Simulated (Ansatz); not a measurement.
System: HfN, space group Fm-3m (No. 225).

The cell holds 2 atoms.

Computed with Ansatz 0.2.0: volume and cell lengths of one structure relaxed by several density functionals; plane waves with PAW datasets, Γ-centred k mesh. All runs: no spin polarisation.

- occupations: Gaussian
- smearing width: 0.1 eV

The space group named is that of the starting cell.

Describe the result: the volume by functional. The cases: PBE+D3(BJ); PBE; LDA.

LDA gives 11.150 Å³/atom, PBE+D3(BJ) 11.519 Å³/atom and PBE 11.757 Å³/atom.

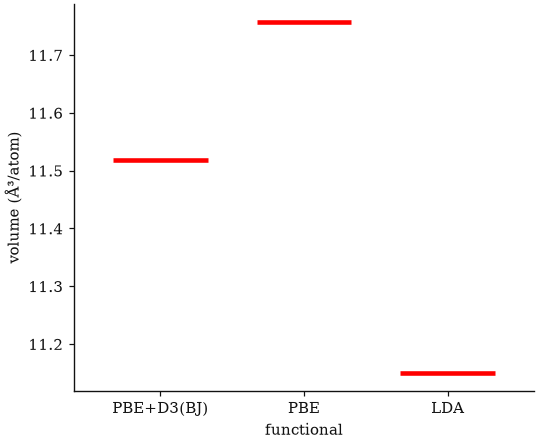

Caveats: no spin polarisation, a magnetic state may lie lower.
